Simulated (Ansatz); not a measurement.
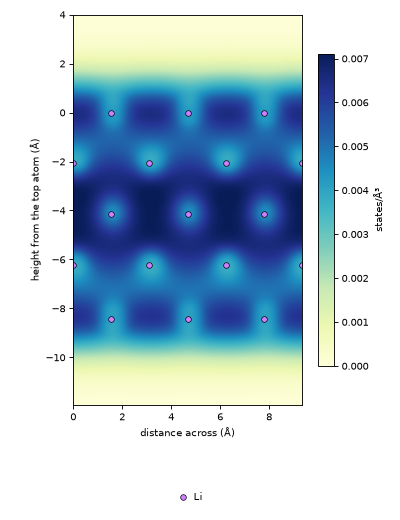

Density of all states between −0.25 and 0.00 eV (zero: the Fermi level) of Li(100) (Fm-3m bulk, 5 atomic planes (those closer than 0.6 Å count as one), 8 Å): side view, averaged along the second cell vector.

The picture shows the smooth PAW orbitals' density alone; the shares below count all of it.

Method: DFT PBE, scalar-relativistic, plane waves, PAW (Ansatz 0.2.0). Cutoff 420 eV, 34 × 34 k-points, Gaussian smearing 0.1 eV, dipole correction. The slab is a cut without reconstruction beyond its cell, at the source's lattice constants, with its lower half held fixed and the rest relaxed. Relaxation changes the spacing of inner planes by up to 6 %, all the same way; the held half keeps the source's spacing. This isn't the element's usual bcc form. No spin polarisation. The run warns that the functional's potential is rough in the thin density of the vacuum, where the tip is; weak contrasts and barriers may feel it.

```yaml
crystal:
  lattice:
    - [3.11410, 0.00000, 0.00000]
    - [0.00000, 3.11410, 0.00000]
    - [0.00000, 0.00000, 28.80800]
  atoms:
    - { symbol: Li, position: [0.50000, 0.50000, 0.34713] }
    - { symbol: Li, position: [0.00000, 0.00000, 0.42356] }
    - { symbol: Li, position: [0.50000, 0.50000, 0.49616] }
    - { symbol: Li, position: [0.00000, 0.00000, 0.56815] }
    - { symbol: Li, position: [0.50000, 0.50000, 0.64014] }
```

The last single point, restarted from the relaxation's density, took 77 s on 1 thread of Arm Neoverse V1 (shared host), peak memory 0.84 GiB.

### How is this energy window spread over the atomic planes?

The window holds 0.62 states per cell. Shares by plane (space cut midway between planes), top to bottom: Li 22 %, Li 18 %, Li 22 %, Li 17 %, Li 22 %; the outer planes' shares include the vacuum, and density in a gap between layers is shared out between the planes on either side. The states spread through the slab.
